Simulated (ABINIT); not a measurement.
**Geometry relaxation, with input and output: HgTe (part 1 of 3)**

System: HgTe (F-43m, 2 atoms in the cell).
Method: Kohn-Sham DFT of a periodic cell, PBE, PseudoDojo NC SR PBE v0.4.1 standard, no spin polarisation (ABINIT 10.8.3).

The structure derives from an entry of the Crystallography Open Database.

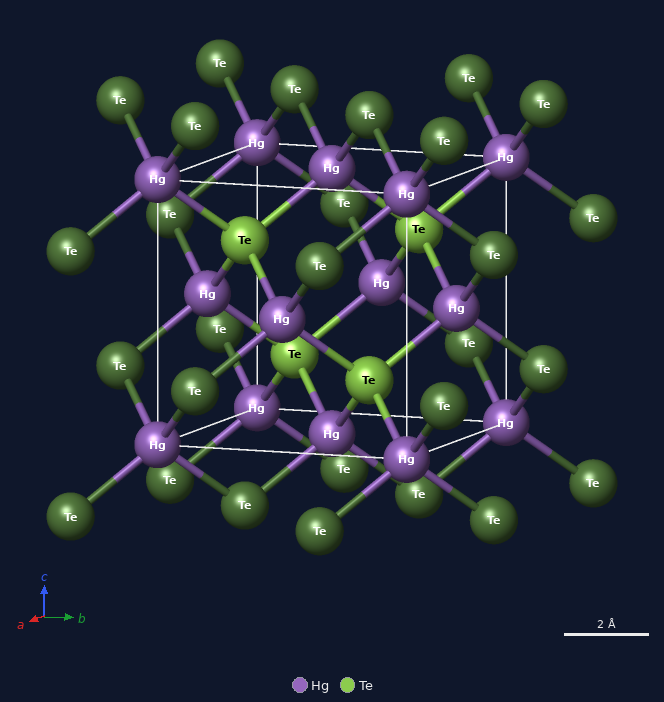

Fig. 1: The input geometry (ball-and-stick view of the cell 4 times as large as that of the calculation, set on its symmetry axes, seen slightly off an axis; neighbours outside the cell are drawn fainter). An atom can appear more than once, as a periodic image. Near neighbours in the periodic cell (some may lie outside the picture): Hg has 4 Te at 2.78 Å; Te has 4 Hg at 2.78 Å.

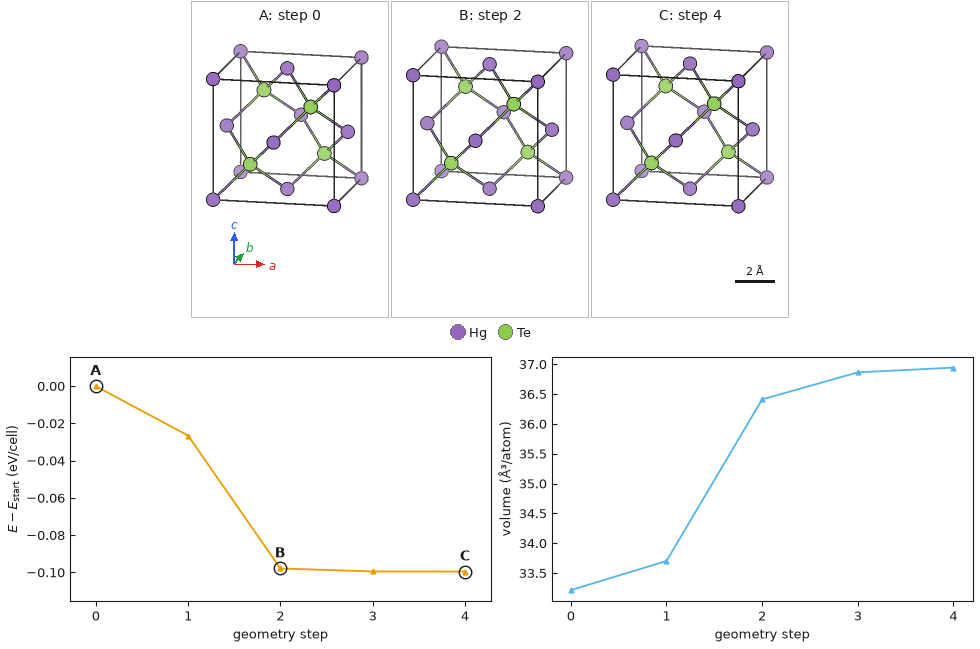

Fig. 2: Frames of the relaxation (ball-and-stick view of the cell 4 times as large as that of the calculation, set on its symmetry axes, seen slightly off an axis) above the curves, on which the letters mark them (steps are counted from 0).

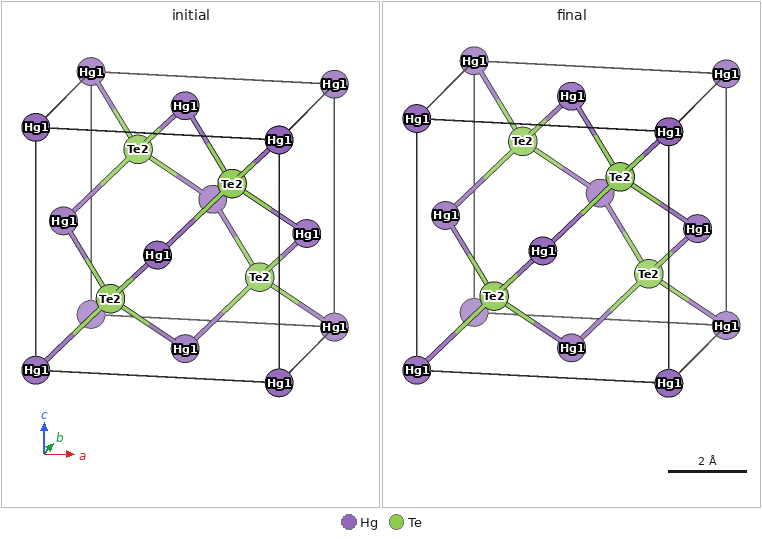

Fig. 3: Before (left) and after (right) the relaxation, at one scale (ball-and-stick view of the cell 4 times as large as that of the calculation, set on its symmetry axes, seen slightly off an axis). After 4 geometry steps the energy has fallen by 99.5 meV per cell of the calculation. All forces vanish by symmetry, so only the cell relaxes. The atoms keep their places relative to the cell (all moves are under 0.005 Å). Cell: a = b = c 6.429 → 6.661 Å (+3.6 %). Volume +11.2 %. Distances before and after: Hg1–Te2 2.784 → 2.884 Å. The space group stays F-43m (No. 216). (Atoms are counted from 1 in the order of the input.)

These pictures come from the run below.

The input:
```
pp_dirpath "./"
pseudos "Hg.upf, Te.upf"

acell 4.5459894962 4.5459894962 4.5459894962 Angstrom
rprim
     0.0000000000     0.7071067812     0.7071067812
     0.7071067812     0.0000000000     0.7071067812
     0.7071067812     0.7071067812     0.0000000000
ntypat 2
znucl 80 52
natom 2
typat 1 2
chkprim 0
chksymtnons 0
tolsym 1.0e-6
xred
            0.0            0.0            0.0
            3/4            3/4            3/4

ecut 40.0
ecutsm 0.5

kptopt 1
ngkpt 5 5 5
nshiftk 1
shiftk 0.0 0.0 0.0

ixc 11

nband 22
occopt 3
tsmear 0.00183747

nstep 80
tolvrs 1.0e-12

iomode 3
prteig 0
prtebands 0
prtwf 0
prtden 0

ionmov 2
optcell 2
ntime 50
tolmxf 2.0e-5
dilatmx 1.08
```

Launched with:
```bash
mpirun --bind-to none -np 4 abinit run.abi > log 2>&1
```

Log:
```
.Version 10.8.3 of ABINIT
 Symmetries : space group F-4 3 m (#216); Bravais cF (face-center cubic)
================================================================================
 Values of the parameters that define the memory need of the present run
     intxc =       0    ionmov =       2      iscf =       7    lmnmax =       7
     lnmax =       7     mgfft =      54  mpssoang =       4    mqgrid =    3001
     natom =       2  nloc_mem =       1    nspden =       1   nspinor =       1
    nsppol =       1      nsym =      24    n1xccc =    2501    ntypat =       2
    occopt =       3   xclevel =       2
       mpw =        6850          nfft =      157464          nkpt =          10
================================================================================
================================================================================

--------------------------------------------------------------------------------
------------- Echo of variables that govern the present computation ------------
--------------------------------------------------------------------------------
 -outvars: echo values of preprocessed input variables --------
            acell      8.5906751191E+00  8.5906751191E+00  8.5906751191E+00 Bohr
              amu      2.00590000E+02  1.27600000E+02
          chkprim           0
      chksymtnons           0
          dilatmx      1.08000000E+00
             ecut      4.00000000E+01 Hartree
           ecutsm      5.00000000E-01 Hartree
           ionmov           2
              ixc          11
         kptrlatt        5    0    0      0    5    0      0    0    5
          kptrlen      4.29533756E+01
            natom           2
            nband          22
            ngfft          54      54      54
             nkpt          10
            nstep          80
             nsym          24
            ntime          50
           ntypat           2
           occopt           3
          optcell           2
           prtden           0
        prtebands           0
           prteig           0
            prtwf           0
            rprim      0.0000000000E+00  7.0710678120E-01  7.0710678120E-01
                       7.0710678120E-01  0.0000000000E+00  7.0710678120E-01
                       7.0710678120E-01  7.0710678120E-01  0.0000000000E+00
          spgroup         216
           tolmxf      2.00000000E-05
           tolsym      1.00000000E-06
           tolvrs      1.00000000E-12
           tsmear      1.83747000E-03 Hartree
            typat      1  2
           xangst      0.0000000000E+00  0.0000000000E+00  0.0000000000E+00
                       4.8217500000E+00  4.8217500000E+00  4.8217500000E+00
            xcart      0.0000000000E+00  0.0000000000E+00  0.0000000000E+00
                       9.1117869477E+00  9.1117869477E+00  9.1117869477E+00
             xred      0.0000000000E+00  0.0000000000E+00  0.0000000000E+00
                       7.5000000000E-01  7.5000000000E-01  7.5000000000E-01
            znucl       80.00000   52.00000

================================================================================

 chkinp: Checking input parameters for consistency.

================================================================================
== DATASET  1 ==================================================================

--- !DatasetInfo
iteration_state: {dtset: 1, }
dimensions: {natom: 2, nkpt: 10, mband: 22, nsppol: 1, nspinor: 1, nspden: 1, mpw: 6850, }
cutoff_energies: {ecut:  40.0, pawecutdg:  -1.0, }
electrons: {nelect:   3.60000000E+01, charge:   0.00000000E+00, occopt:   3.00000000E+00, tsmear:   1.83747000E-03, }
meta: {optdriver: 0, ionmov: 2, optcell: 2, iscf: 7, paral_kgb: 0, }
...

 Exchange-correlation functional for the present dataset will be:
  GGA: Perdew-Burke-Ernzerhof functional - ixc=11
  J.P.Perdew, K.Burke, M.Ernzerhof, PRL 77, 3865 (1996)

 Real(R)+Recip(G) space primitive vectors, cartesian coordinates (Bohr,Bohr^-1):
 R(1)=  0.0000000  6.0745246  6.0745246  G(1)= -0.0823110  0.0823110  0.0823110
 R(2)=  6.0745246  0.0000000  6.0745246  G(2)=  0.0823110 -0.0823110  0.0823110
 R(3)=  6.0745246  6.0745246  0.0000000  G(3)=  0.0823110  0.0823110 -0.0823110
 Unit cell volume ucvol=  4.4829809E+02 bohr^3
 Angles (23,13,12)=  6.00000000E+01  6.00000000E+01  6.00000000E+01 degrees

 getcut: wavevector=  0.0000  0.0000  0.0000  ngfft=  54  54  54
         ecut(hartree)=     46.656   => boxcut(ratio)=   2.04501

--- Pseudopotential description ------------------------------------------------
- pspini: atom type   1  psp file is ./Hg.upf
  80.00000  20.00000  171031                  znucl, zion, pspdat
12 -101130 3 -1 1262                          pspcod,pspxc,lmax,lloc,mmax
     nproj     2     2     2     1

- pspini: atom type   2  psp file is ./Te.upf
  52.00000  16.00000  171031                  znucl, zion, pspdat
12 -101130 2 -1 1294                          pspcod,pspxc,lmax,lloc,mmax
     nproj     2     2     2     0

   2.41922595E+03                                ecore*ucvol(ha*bohr**3)
--------------------------------------------------------------------------------

================================================================================

=== [ionmov= 2] Broyden-Fletcher-Goldfarb-Shanno method (forces)
================================================================================

--- Iteration: ( 1/50) Internal Cycle: (1/1)
--------------------------------------------------------------------------------

---SELF-CONSISTENT-FIELD CONVERGENCE--------------------------------------------

--- !BeginCycle
iteration_state: {dtset: 1, itime: 1, icycle: 1, }
solver: {iscf: 7, nstep: 80, nline: 4, wfoptalg: 0, }
tolerances: {tolvrs: 1.00E-12, }
...

     iter   Etot(hartree)      deltaE(h)  residm     vres2
 ETOT  1  -271.24023884418    -2.712E+02 1.502E-01 1.912E+02
 ETOT  2  -271.48282499573    -2.426E-01 6.111E-03 4.105E+01
 ETOT  3  -271.48638340286    -3.558E-03 5.288E-04 1.699E+00
 ETOT  4  -271.48646675706    -8.335E-05 1.409E-04 3.451E-01
 ETOT  5  -271.48648040351    -1.365E-05 3.005E-05 6.087E-02
 ETOT  6  -271.48648254520    -2.142E-06 1.393E-05 2.310E-03
 ETOT  7  -271.48648265071    -1.055E-07 5.184E-06 8.936E-05
 ETOT  8  -271.48648265655    -5.846E-09 2.295E-06 1.484E-06
 ETOT  9  -271.48648265665    -9.720E-11 8.748E-07 2.145E-08
 ETOT 10  -271.48648265664     6.253E-12 3.812E-07 1.660E-09
 ETOT 11  -271.48648265666    -1.694E-11 1.476E-07 1.838E-10
 ETOT 12  -271.48648265665     1.415E-11 6.379E-08 2.264E-12
 ETOT 13  -271.48648265664     7.560E-12 2.494E-08 1.010E-13

 At SCF step   13       vres2   =  1.01E-13 < tolvrs=  1.00E-12 =>converged.

 Cartesian components of stress tensor (hartree/bohr^3)
  sigma(1 1)= -1.62110210E-04  sigma(3 2)=  0.00000000E+00
  sigma(2 2)= -1.62110210E-04  sigma(3 1)=  0.00000000E+00
  sigma(3 3)= -1.62110210E-04  sigma(2 1)=  0.00000000E+00

--- !ResultsGS
iteration_state: {dtset: 1, itime: 1, icycle: 1, }
comment   : Summary of ground state results
lattice_vectors:
- [  0.0000000,   6.0745246,   6.0745246, ]
- [  6.0745246,   0.0000000,   6.0745246, ]
- [  6.0745246,   6.0745246,   0.0000000, ]
lattice_lengths: [   8.59068,    8.59068,    8.59068, ]
lattice_angles: [ 60.000,  60.000,  60.000, ] # degrees, (23, 13, 12)
lattice_volume:   4.4829809E+02
convergence: {deltae:  7.560E-12, res2:  1.010E-13, residm:  2.494E-08, diffor: null, }
etotal    :  -2.71486483E+02
entropy   :   0.00000000E+00
fermie    :   1.87721769E-01
cartesian_stress_tensor: # hartree/bohr^3
- [ -1.62110210E-04,   0.00000000E+00,   0.00000000E+00, ]
- [  0.00000000E+00,  -1.62110210E-04,   0.00000000E+00, ]
- [  0.00000000E+00,   0.00000000E+00,  -1.62110210E-04, ]
pressure_GPa:   4.7694E+00
xred      :
- [  0.0000E+00,   0.0000E+00,   0.0000E+00, Hg]
- [  7.5000E-01,   7.5000E-01,   7.5000E-01, Te]
cartesian_forces: # hartree/bohr
- [ -2.35486373E-29,  -2.35486373E-29,   7.06459120E-29, ]
- [  2.35486373E-29,   2.35486373E-29,  -7.06459120E-29, ]
force_length_stats: {min:   7.81019943E-29, max:   7.81019943E-29, mean:   7.81019943E-29, }
...

 Integrated electronic density in atomic spheres:
 ------------------------------------------------
 Atom  Sphere_radius  Integrated_density
    1        2.00000         16.53438276
    2        2.00000         11.93769883

---OUTPUT-----------------------------------------------------------------------

 Cartesian coordinates (xcart) [bohr]
  0.00000000000000E+00  0.00000000000000E+00  0.00000000000000E+00
  9.11178694767236E+00  9.11178694767236E+00  9.11178694767236E+00
 Reduced coordinates (xred)
  0.00000000000000E+00  0.00000000000000E+00  0.00000000000000E+00
  7.50000000000000E-01  7.50000000000000E-01  7.50000000000000E-01
 Cartesian forces (fcart) [Ha/bohr]; max,rms= 7.06459E-29 4.50922E-29 (free atoms)
 -2.35486373257364E-29 -2.35486373257364E-29  7.06459119772093E-29
  2.35486373257364E-29  2.35486373257364E-29 -7.06459119772093E-29
 Gradient of E wrt nuclear positions in reduced coordinates (gred)
 -2.86093554960154E-28 -2.86093554960154E-28  2.86093554960154E-28
  2.86093554960154E-28  2.86093554960154E-28 -2.86093554960154E-28
 Scale of Primitive Cell (acell) [bohr]
  8.59067511907150E+00  8.59067511907150E+00  8.59067511907150E+00
 Real space primitive translations (rprimd) [bohr]
  0.00000000000000E+00  6.07452463178157E+00  6.07452463178157E+00
  6.07452463178157E+00  0.00000000000000E+00  6.07452463178157E+00
  6.07452463178157E+00  6.07452463178157E+00  0.00000000000000E+00
 Unitary Cell Volume (ucvol) [Bohr^3]=  4.48298089419335E+02
 Angles (23,13,12)= [degrees]
  6.00000000000000E+01  6.00000000000000E+01  6.00000000000000E+01
 Lengths [Bohr]
  8.59067511923493E+00  8.59067511923493E+00  8.59067511923493E+00
 Stress tensor in cartesian coordinates (strten) [Ha/bohr^3]
 -1.62110210292979E-04  0.00000000000000E+00  0.00000000000000E+00
  0.00000000000000E+00 -1.62110210292979E-04  0.00000000000000E+00
  0.00000000000000E+00  0.00000000000000E+00 -1.62110210292978E-04
 Total energy (etotal) [Ha]= -2.71486482656638E+02

--- Iteration: ( 2/50) Internal Cycle: (1/1)
--------------------------------------------------------------------------------

---SELF-CONSISTENT-FIELD CONVERGENCE--------------------------------------------

--- !BeginCycle
iteration_state: {dtset: 1, itime: 2, icycle: 1, }
solver: {iscf: 7, nstep: 80, nline: 4, wfoptalg: 0, }
tolerances: {tolvrs: 1.00E-12, }
...

     iter   Etot(hartree)      deltaE(h)  residm     vres2
 ETOT  1  -271.46679482326    -2.715E+02 1.943E-05 2.585E+02
 ETOT  2  -271.48063798590    -1.384E-02 2.270E-05 4.900E+01
 ETOT  3  -271.48698937369    -6.351E-03 1.426E-04 7.272E+00
 ETOT  4  -271.48744346504    -4.541E-04 1.630E-05 4.875E-01
 ETOT  5  -271.48745651715    -1.305E-05 9.685E-06 9.677E-03
 ETOT  6  -271.48745689892    -3.818E-07 3.415E-07 1.693E-04
 ETOT  7  -271.48745691004    -1.112E-08 1.474E-07 4.409E-06
 ETOT  8  -271.48745691028    -2.464E-10 1.095E-08 1.235E-07
 ETOT  9  -271.48745691029    -6.196E-12 5.874E-09 5.772E-09
 ETOT 10  -271.48745691029     3.240E-12 4.893E-10 7.423E-10
 ETOT 11  -271.48745691028     6.082E-12 2.638E-10 1.019E-10
 ETOT 12  -271.48745691028     5.571E-12 2.223E-11 4.381E-13

 At SCF step   12       vres2   =  4.38E-13 < tolvrs=  1.00E-12 =>converged.

 Cartesian components of stress tensor (hartree/bohr^3)
  sigma(1 1)= -1.34777881E-04  sigma(3 2)=  0.00000000E+00
  sigma(2 2)= -1.34777881E-04  sigma(3 1)=  0.00000000E+00
  sigma(3 3)= -1.34777881E-04  sigma(2 1)=  0.00000000E+00

--- !ResultsGS
iteration_state: {dtset: 1, itime: 2, icycle: 1, }
comment   : Summary of ground state results
lattice_vectors:
- [  0.0000000,   6.1040669,   6.1040669, ]
- [  6.1040669,   0.0000000,   6.1040669, ]
- [  6.1040669,   6.1040669,   0.0000000, ]
lattice_lengths: [   8.63245,    8.63245,    8.63245, ]
lattice_angles: [ 60.000,  60.000,  60.000, ] # degrees, (23, 13, 12)
lattice_volume:   4.5487058E+02
convergence: {deltae:  5.571E-12, res2:  4.381E-13, residm:  2.223E-11, diffor: null, }
etotal    :  -2.71487457E+02
entropy   :   0.00000000E+00
fermie    :   1.81042196E-01
cartesian_stress_tensor: # hartree/bohr^3
- [ -1.34777881E-04,   0.00000000E+00,   0.00000000E+00, ]
- [  0.00000000E+00,  -1.34777881E-04,   0.00000000E+00, ]
- [  0.00000000E+00,   0.00000000E+00,  -1.34777881E-04, ]
pressure_GPa:   3.9653E+00
xred      :
- [  5.8149E-30,   5.8149E-30,  -9.6916E-30, Hg]
- [  7.5000E-01,   7.5000E-01,   7.5000E-01, Te]
cartesian_forces: # hartree/bohr
- [ -2.20561575E-29,  -2.20561575E-29,   6.61684725E-29, ]
- [  2.20561575E-29,   2.20561575E-29,  -6.61684725E-29, ]
force_length_stats: {min:   7.31519988E-29, max:   7.31519988E-29, mean:   7.31519988E-29, }
...

 Integrated electronic density in atomic spheres:
 ------------------------------------------------
 Atom  Sphere_radius  Integrated_density
    1        2.00000         16.49625056
    2        2.00000         11.94008134

---OUTPUT-----------------------------------------------------------------------
```
